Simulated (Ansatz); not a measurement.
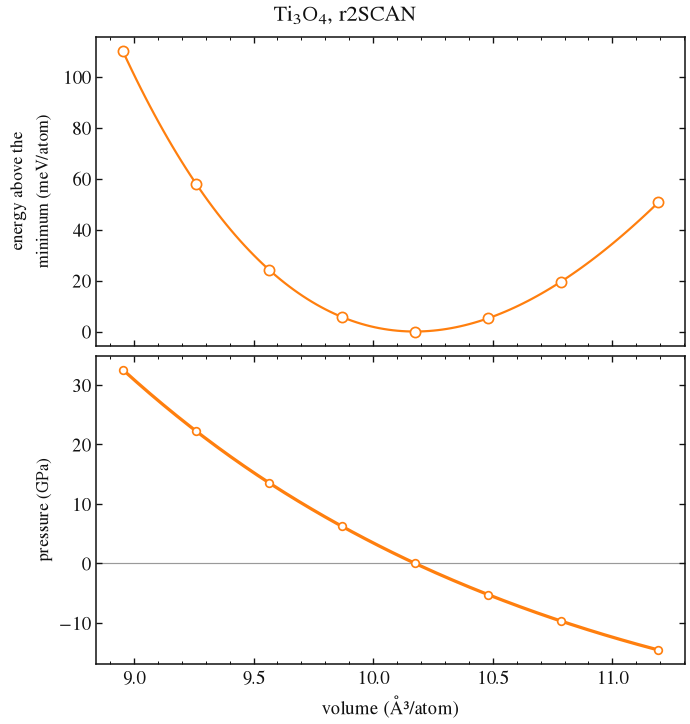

The picture above shows the energy above the minimum and pressure against volume for Ti₃O₄, space group Cmmm (No. 65).

The given structure:
```
Ti O
1.0
     2.92423   -4.06089    0.00000
     2.92423    4.06089    0.00000
     0.00000    0.00000    2.99892
Ti O
3 4
Cartesian
  0.0000 0.0000 1.4995
  1.4621 -2.0304 0.0000
  1.4621 2.0304 0.0000
  4.4763 0.0000 0.0000
  2.9242 1.9710 1.4995
  1.3721 0.0000 0.0000
  2.9242 -1.9710 1.4995
```

Computed with Ansatz 0.2.0: third-order Birch-Murnaghan fit to density functional energies at scaled volumes of the given relaxed cell, shape and atoms relaxed at each volume; energies count from the fitted minimum; plane waves with PAW datasets, Γ-centred k mesh. Level: r2SCAN, collinear spin. The state reached is without moments.

```tsv
setting	value
wave cutoff	500 eV
k mesh	8×8×12
occupations	Gaussian
smearing width	0.1 eV
```

Question: How stiff is the solid, and where is its volume at rest?

Answer: A third-order Birch–Murnaghan fit gives V0 = 10.17 Å³/atom, B0 = 190 GPa and B′ = 4.6.

Question: How does the pressure vary with volume?

Answer: It falls from 32.57 GPa at volume 8.954 Å³/atom to −14.56 GPa at 11.192 Å³/atom, and changes sign near 10.18 Å³/atom.

Keep in mind: no spin polarisation, a magnetic state may lie lower; starting moments lost; state may not be the lowest.
